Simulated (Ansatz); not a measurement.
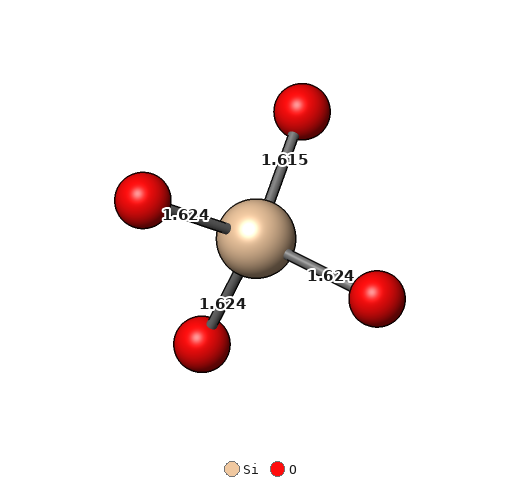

The surroundings of site Si1 (at 0.667, 0.333, 0.937) in SiO2 in space group P6_322, with bond lengths in Å.

Origin of the cell: the end point of a relaxation with DFT PBE, scalar-relativistic, plane waves, PAW in Ansatz 0.2.0.

```
Si O
1.0
     5.09930    0.00000    0.00000
    -2.54965    4.41613    0.00000
     0.00000    0.00000    8.62857
Si O
4 8
Direct
  0.66667 0.33333 0.93720
  0.66667 0.33333 0.56280
  0.33333 0.66667 0.06280
  0.33333 0.66667 0.43720
  0.00000 0.41738 0.00000
  0.41738 0.41738 0.50000
  0.58262 0.00000 0.50000
  0.58262 0.58262 0.00000
  0.00000 0.58262 0.50000
  0.66667 0.33333 0.75000
  0.33333 0.66667 0.25000
  0.41738 0.00000 0.00000
```

Bond valence s = exp((R0 − d)/b), R0 fitted to published crystal structures with b = 0.37 Å; R0 in Å: Si4+–O 1.620.

Question: Calculate the bond-valence sum of Si1 from the bonds drawn.

Answer: 1 × 1.014 + 3 × 0.989 = 3.98 v.u., against a formal valence of 4: a close match.

Question: And over the whole structure?

Answer:
```json
{"site": "Si1", "x, y, z": "0.667, 0.333, 0.937", "formal valence": "+4", "bond-valence sum": "4.00", "difference": "0.00"}
{"site": "O1", "x, y, z": "0.000, 0.417, 0.000", "formal valence": "−2", "bond-valence sum": "1.99", "difference": "-0.01"}
{"site": "O2", "x, y, z": "0.667, 0.333, 0.750", "formal valence": "−2", "bond-valence sum": "2.04", "difference": "0.04"}
```

These sums include all anions within 5 Å. The global instability index (root mean square of the differences over all atoms) is 0.02 v.u.: little strain. Cells relaxed with PBE tend to have slightly long bonds, which lowers the sums.
